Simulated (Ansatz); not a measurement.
**Geometry relaxation of Mo₆Si (part 2 of 2)**

Mo₆Si (slab, 7 atoms in the cell); DFT PBEsol, scalar-relativistic, plane waves, PAW, PAW set soft_1, no spin polarisation (Ansatz 0.2.0); cutoff 420 eV, 6×6×1 k-mesh, Gaussian smearing of 0.1 eV. The structure derives from an entry of the Crystallography Open Database. The input holds or restrains some coordinates. Forces given for the steps count only the free coordinates.

Geometry of the input (Å; fractional positions):
```
4.4257  0.0000  0.0000
-2.2128  3.8328  0.0000
0.0000  0.0000  19.7248
Mo 0.6667  0.3333  0.2028
Mo 0.3333  0.6667  0.2486
Mo 0.0000  0.0000  0.2944
Mo 0.6667  0.3333  0.3368
Mo 0.3333  0.6667  0.3772
Mo 0.0000  0.0000  0.4170
Si 0.6667  0.3333  0.4464
```

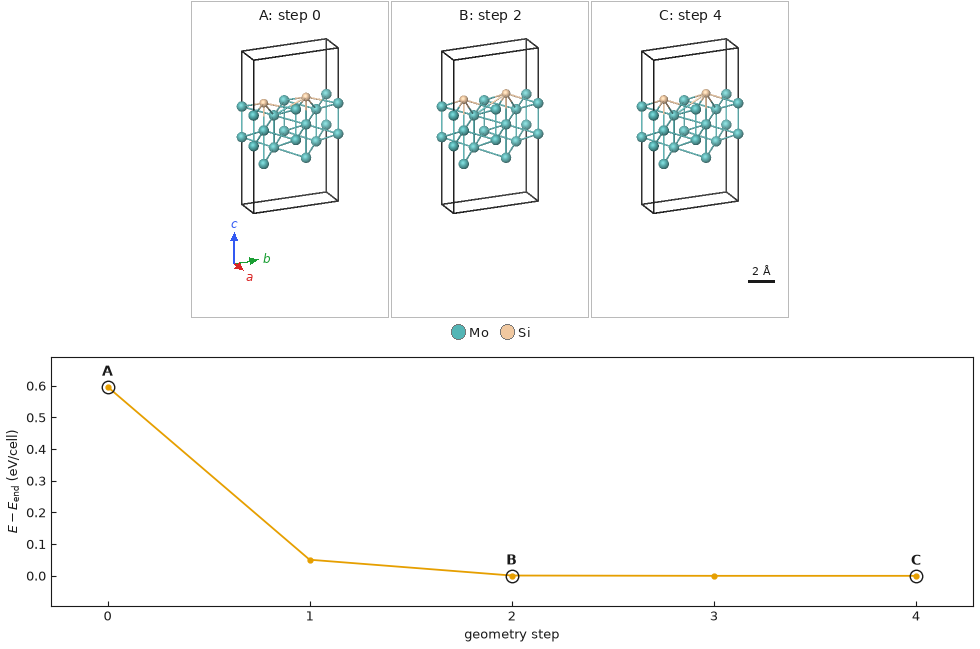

**Figure 1.** Frames of the restrained relaxation (ball-and-stick view of the 1 × 2 repeat of the cell, with the vacuum cut short, seen slightly off an axis) above the curves, on which the letters mark them (the first geometry is step 0 here and step 1 in the log).

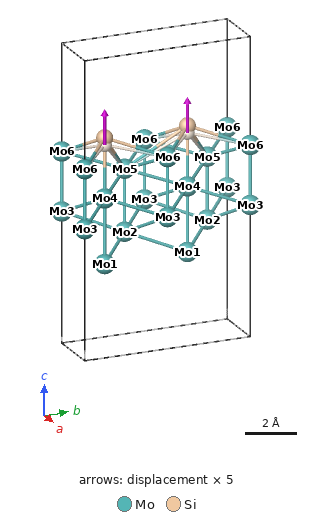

**Figure 2.** Start (faint) and end (solid) with the displacements as pink arrows, magnified 5 times (ball-and-stick view of the 1 × 2 repeat of the cell, with the vacuum cut short, seen slightly off an axis). The energy falls by 0.597 eV per cell of the calculation in 4 geometry steps. The largest force component goes from 4.8 to 0.0011 eV/Å. The atom that moves furthest is Si7 (0.29 Å). Mo stays in place. The cell doesn't change. Among the contacts that change: Mo4–Si7 2.161 → 2.450 Å, Mo5–Si7 2.896 → 3.043 Å, Mo6–Si7 2.620 → 2.699 Å. (Atoms are counted from 1 in the order of the input.)

```
WARN: The output density's exchange-correlation potential varies sharply where the density is thin. Do not read a vacuum level from v_tot or v_xc, or from such a field of the output density. On a cell that repeats whose density bears no net charge and no dipole along the vacuum's axis use v_es (v_loc + v_h of the components); under efield.dipole_correction with no amplitude use v_es + v_field, which holds any external_charges[].barrier, or the levels of the report's work_function block, which leave it out; under a non-zero efield.amplitude the vacuum is tilted and has no level; on a cell that repeats and bears such a dipole with no correction it is tilted too, and efield.dipole_correction with no amplitude gives each side of its ramp a level where efield: is served; in a cell that repeats whose density bears a net charge (total_charge, or a fill off its count) it is curved and has none; of a slab under crystal.periodic whose density bears no net charge use v_es, which has a level on each side, short of where the two are joined; of another it falls or rises all the way out and has none; of a slab beside external_charges read slab_vacuum_level instead, which it has where they leave it neutral. The grid or the basis barely resolves most such structure, and the values can differ between equally converged runs; as a rule a tighter scf.convergence.dr2_threshold does not remove it. Where the density itself ripples (under the LDA too) a higher basis.ecutwfc lessens it. The files hold the spikes' plane waves up to the density's cutoff. Files: v_tot_of_output_density and the like, and their columns of v_z.tsv (output.write_potential); v_xc_of_output_density and the like, and their columns of v_comp_z.tsv (output.write_potential_components). Measured: with its Gaussian average of σ = 0.25 Å subtracted twice, the exchange-correlation potential is over 0.1 eV at 89 of the grid points where the equally averaged density (valence and model cores) is under 1e-3 e/Å³, and 0.205 eV at the most among them, at an averaged density of 2.7e-8 e/Å³. The input density's (outcome.potential() and, of a run that writes arrays, v_tot and v_xc) is over 0.1 eV, so measured, at 2 points of its own thin density, 0.124 eV at the most. See output.write_potential in the manual, Limitations
SCF converged after 3 iterations
Free energy (F): -30000.670589 eV
Harris-Foulkes:  -30000.670589 eV  (|F-HF|=1.63e-8)
Internal energy: -30000.630986 eV  (E = F + TS)
E sigma→0 (E₀):  -30000.650788 eV
Entropy (-TS):   -0.039603 eV (-5.658 meV/atom)
Fermi energy:    3.418209 eV
Dipole field:    D = -0.080082 V/Å  (p = -0.148073 e·Å, saw-weighted, corrected)
Work function:   Φ+ = 5.0891 eV   Φ− = 3.5095 eV
Levels:          The Fermi level and band energies are counted from a zero that moves with the ramp; work functions are not
--- Per-component energies (eV) ---
  E_band       = -1795.466738
  E_kinetic    = 2574.521986
  E_local      = -75720.012744  (includes V_loc(G=0)·N_el)
  E_nonlocal   = 931.111957
  E_hartree    = 36373.452667
  E_xc         = -1102.310783
  E_vxc        = -1356.563531  (∫ρ·V_xc dr)
  E_paw        = -19425.928720  (= ΣΔE_a)
  E_vpaw       = -970.771129  (= ΣTr[D̂ρ^β])
  E_aug_tail   = 0.000321  (compensation charges beyond the density's cutoff)
  E_efield     = 0.005929  (sawtooth field / dipole correction)
  E_vefield    = -0.690303  (∫n·V_field dr)
  E_ewald      = 26367.241041
  E_core_change = 1.287360  (= ΣΔE_core)
  E_smearing   = -0.039603  (= −TS)
  E_closure    = -0.000000  (closes the sum)
  Σ components = -30000.670589   (vs F -30000.670589, Δ=0.00e0)
--- Forces (eV/Å), atoms counted from 1 ---
  atom   1  Mo    -0.00000000    -0.00000000     2.34248427
  atom   2  Mo     0.00000000     0.00000000    -1.02852227
  atom   3  Mo     0.00000000     0.00000000    -1.95082740
  atom   4  Mo    -0.00000000    -0.00000000    -3.06604527
  atom   5  Mo    -0.00000000    -0.00000000     2.31420479
  atom   6  Mo     0.00000000     0.00000000     1.38982167
  atom   7  Si     0.00000000     0.00000000    -0.00112061
  max |Σ_I F_I| component: 4.83e-6 eV/Å
--- Band table (eV; the first three rows and the last of 7) ---
  k-point 0: bands = ["-57.6460", "-57.4084", "-57.3232", "-57.2976", "-57.1428", "-57.0147", "-32.0788", "-32.0289", "-32.0289", "-31.9838", "-31.9316", "-31.9316", "-31.8310", "-31.6212", "-31.6212", "-31.2835", "-31.2835", "-31.2621", "-31.0664", "-30.9534", "-30.9534", "-30.8740", "-30.8740", "-30.7439", "-5.0004", "-2.1247", "-1.6360", "-1.6360", "0.1724", "0.2334", "0.2334", "0.3562", "0.3562", "0.4621", "0.7307", "0.7307", "0.8146", "1.8679", "1.8679", "1.9359", "2.1559", "2.1559", "2.6310", "3.8111", "3.9873", "3.9873", "4.6474", "4.6474", "4.9922", "4.9922", "5.3036", "5.5162", "5.5162"]
  k-point 1: bands = ["-57.6222", "-57.4077", "-57.3308", "-57.2976", "-57.1539", "-57.0218", "-32.1831", "-32.1729", "-32.0763", "-32.0052", "-31.8617", "-31.8182", "-31.7455", "-31.5957", "-31.5447", "-31.2777", "-31.2627", "-31.2388", "-31.0723", "-30.9954", "-30.9543", "-30.9332", "-30.8735", "-30.7332", "-4.7773", "-1.9531", "-1.4317", "-1.4170", "-0.6297", "-0.2306", "0.0267", "0.2621", "0.6263", "0.6500", "0.8346", "0.8714", "1.4089", "1.8065", "1.8197", "2.3237", "2.4210", "2.4311", "2.7544", "3.4130", "3.6463", "3.9204", "4.5123", "4.5897", "4.7869", "4.8218", "5.2982", "5.4596", "5.7243"]
  k-point 2: bands = ["-57.5597", "-57.4199", "-57.3574", "-57.2816", "-57.1825", "-57.0360", "-32.3255", "-32.2808", "-32.0784", "-31.9818", "-31.8913", "-31.8036", "-31.5542", "-31.4913", "-31.4191", "-31.3606", "-31.2341", "-31.2230", "-31.1610", "-31.0201", "-30.9641", "-30.9491", "-30.8697", "-30.7221", "-4.3325", "-1.6397", "-1.2124", "-0.8287", "-0.8099", "-0.4955", "0.0083", "0.1519", "0.6324", "0.6455", "0.7918", "1.0009", "1.4626", "1.5737", "1.7670", "2.2692", "2.7187", "2.8520", "3.0376", "3.0978", "3.4378", "3.9433", "4.2248", "4.4285", "4.7202", "4.9384", "5.1300", "5.3058", "5.4919"]
  k-point 6: bands = ["-57.4756", "-57.4266", "-57.4207", "-57.2357", "-57.2339", "-57.0467", "-32.3219", "-32.2592", "-32.1303", "-32.0351", "-31.9102", "-31.8207", "-31.5748", "-31.5171", "-31.3808", "-31.2843", "-31.2163", "-31.1887", "-31.1418", "-31.0211", "-30.9608", "-30.9368", "-30.9099", "-30.7072", "-4.1005", "-0.9926", "-0.9632", "-0.9035", "-0.8616", "-0.6102", "-0.0524", "0.7102", "0.7341", "1.0617", "1.0919", "1.2318", "1.3804", "1.4647", "1.6649", "1.7454", "2.1673", "2.2329", "2.8115", "3.1160", "3.9010", "3.9155", "4.1250", "4.1872", "4.3361", "4.4579", "4.8333", "5.1095", "5.3525"]
--- Relaxed structure (5 steps of the walk, 5 accepted, 0 SCFs on fresh bases) ---
  F+E_penalty+E_count = -30000.67058938 eV   max|allowed force component| = 1.121e-3 eV/Å
  atoms:
    - { symbol: Mo, position: [0.6666666666666667, 0.33333333333333337, 0.20279070809999997] }
    - { symbol: Mo, position: [0.33333333333333326, 0.6666666666666669, 0.2485904153] }
    - { symbol: Mo, position: [-9.251858538569899e-17, 5.286776307661909e-18, 0.29439012249999996] }
    - { symbol: Mo, position: [0.6666666666666667, 0.33333333333333337, 0.3368101115] }
    - { symbol: Mo, position: [0.33333333333333326, 0.6666666666666669, 0.3772266202999999] }
    - { symbol: Mo, position: [-9.251858538569899e-17, 5.286776307661909e-18, 0.4169767141] }
    - { symbol: Si, position: [0.6666666666666667, 0.33333333333333337, 0.4610168082464465] }
```

Trajectory as extended XYZ (Å, eV, eV/Å), 5 frames, from step=1 to step=5:
```
7
Lattice="4.4257 0.0000 0.0000 -2.2128 3.8328 0.0000 0.0000 0.0000 19.7248" Properties=species:S:1:pos:R:3:forces:R:3 step=1 energy=-30000.07350
Mo    2.2128    1.2776    4.0000    0.0000   0.0000   2.2487
Mo    0.0000    2.5552    4.9034    0.0000   0.0000  -1.0330
Mo    0.0000    0.0000    5.8068    0.0000   0.0000  -2.1298
Mo    2.2128    1.2776    6.6435    0.0000   0.0000  -7.0913
Mo    0.0000    2.5552    7.4407    0.0000   0.0000   2.0417
Mo    0.0000    0.0000    8.2248    0.0000   0.0000   1.1454
Si    2.2128    1.2776    8.8048    0.0000   0.0000   4.8164
7
Lattice="4.4257 0.0000 0.0000 -2.2128 3.8328 0.0000 0.0000 0.0000 19.7248" Properties=species:S:1:pos:R:3:forces:R:3 step=2 energy=-30000.61968
Mo    2.2128    1.2776    4.0000    0.0000   0.0000   2.3309
Mo    0.0000    2.5552    4.9034    0.0000   0.0000  -1.0440
Mo    0.0000    0.0000    5.8068    0.0000   0.0000  -1.9986
Mo    2.2128    1.2776    6.6435    0.0000   0.0000  -3.9726
Mo    0.0000    2.5552    7.4407    0.0000   0.0000   2.2411
Mo    0.0000    0.0000    8.2248    0.0000   0.0000   1.3040
Si    2.2128    1.2776    8.9998    0.0000   0.0000   1.1399
7
Lattice="4.4257 0.0000 0.0000 -2.2128 3.8328 0.0000 0.0000 0.0000 19.7248" Properties=species:S:1:pos:R:3:forces:R:3 step=3 energy=-30000.66964
Mo    2.2128    1.2776    4.0000    0.0000   0.0000   2.3415
Mo    0.0000    2.5552    4.9034    0.0000   0.0000  -1.0321
Mo    0.0000    0.0000    5.8068    0.0000   0.0000  -1.9570
Mo    2.2128    1.2776    6.6435    0.0000   0.0000  -3.1782
Mo    0.0000    2.5552    7.4407    0.0000   0.0000   2.3055
Mo    0.0000    0.0000    8.2248    0.0000   0.0000   1.3778
Si    2.2128    1.2776    9.0801    0.0000   0.0000   0.1422
7
Lattice="4.4257 0.0000 0.0000 -2.2128 3.8328 0.0000 0.0000 0.0000 19.7248" Properties=species:S:1:pos:R:3:forces:R:3 step=4 energy=-30000.67059
Mo    2.2128    1.2776    4.0000    0.0000   0.0000   2.3424
Mo    0.0000    2.5552    4.9034    0.0000   0.0000  -1.0286
Mo    0.0000    0.0000    5.8068    0.0000   0.0000  -1.9508
Mo    2.2128    1.2776    6.6435    0.0000   0.0000  -3.0660
Mo    0.0000    2.5552    7.4407    0.0000   0.0000   2.3143
Mo    0.0000    0.0000    8.2248    0.0000   0.0000   1.3898
Si    2.2128    1.2776    9.0935    0.0000   0.0000  -0.0012
7
Lattice="4.4257 0.0000 0.0000 -2.2128 3.8328 0.0000 0.0000 0.0000 19.7248" Properties=species:S:1:pos:R:3:forces:R:3 step=5 energy=-30000.67059
Mo    2.2128    1.2776    4.0000    0.0000   0.0000   2.3425
Mo    0.0000    2.5552    4.9034    0.0000   0.0000  -1.0285
Mo    0.0000    0.0000    5.8068    0.0000   0.0000  -1.9508
Mo    2.2128    1.2776    6.6435    0.0000   0.0000  -3.0660
Mo    0.0000    2.5552    7.4407    0.0000   0.0000   2.3142
Mo    0.0000    0.0000    8.2248    0.0000   0.0000   1.3898
Si    2.2128    1.2776    9.0935    0.0000   0.0000  -0.0011
```

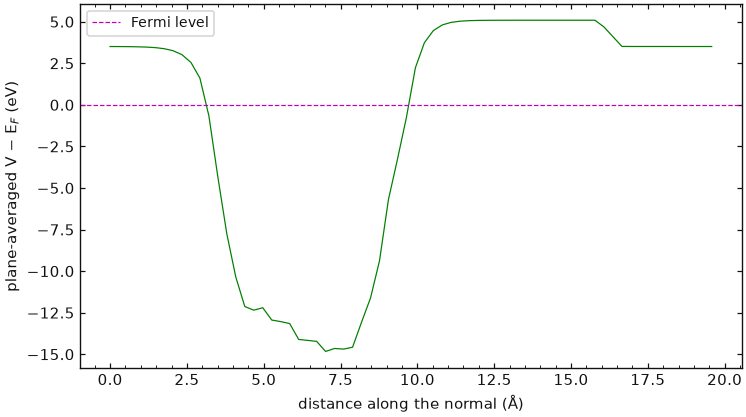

**Figure 3.** Plane average of the electrostatic potential energy of an electron across the cell, from the Fermi level. The vacuum level lies 5.09 eV above the Fermi level on the upper side and 3.51 eV on the lower.

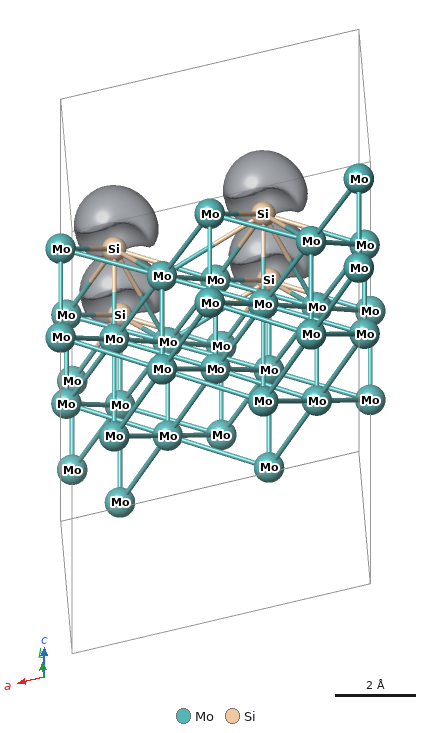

**Figure 4.** Isosurface of the electron localisation function at 0.8 (grey), seen at an oblique angle. Only the valence region is drawn (cores and ρ < 0.01 e/Å³ removed). Sticks mark near contacts. Profiles from the grid: Mo–Mo (2.42 Å): the ELF is about 0.40 at the midpoint (no shared electron pair). Si–Mo (2.45 Å): the ELF is about 0.35 at the midpoint. In a PAW calculation such maps are meaningful between the atoms, not at the nuclei.

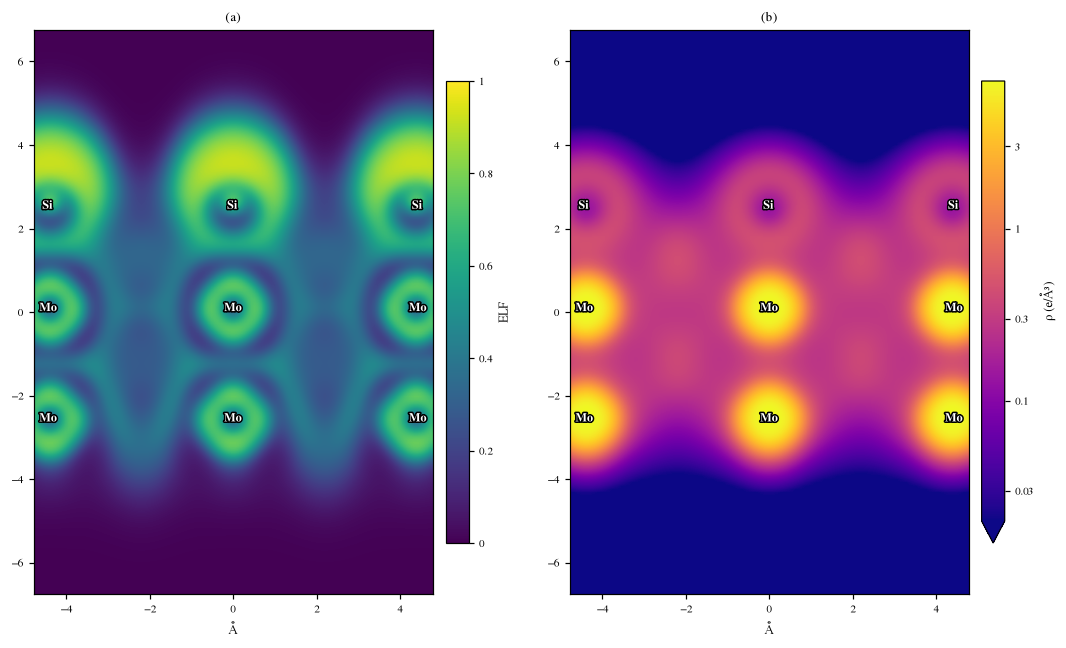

**Figure 5.** (a) ELF; (b) valence pseudo-density on the (11̄0) plane of the calculation cell, a cut from vacuum to vacuum. The section cuts through Mo and Si sites. Si–Mo (2.45 Å): ρ at the midpoint is about 0.49 e/Å³; the ELF is about 0.35 at the midpoint. Mo–Mo (2.64 Å): ρ is about 0.47 e/Å³ halfway; the ELF is about 0.35 at the midpoint; no localised pair between them. The density dies away to nearly zero in the vacuum. The strong features right at Mo lie inside the PAW spheres (semicore, d or f shells) and say nothing about bonding.

Key numbers:

| quantity | value |
| --- | --- |
| outcome | converged under the restraints of the input |
| electrons treated | 88 |
| free energy | −30000.6706 eV |
| work function, top face | 5.09 eV |
| work function, bottom face | 3.51 eV |
| Fermi energy | 3.418 eV |
| gap on the k-point mesh | none (metallic) |
| final volume | 334.58 Å³ |
| work function (upper face) | 5.09 eV |
| largest force (length of the vector) at the end, held atoms and coordinates included | 3.066 eV/Å |
| wall time | 61 s |
| peak memory | 0.49 GiB |

Remarks:

The program warns: the PAW datasets were made with another functional; the exchange-correlation potential is rough where the density is thin.
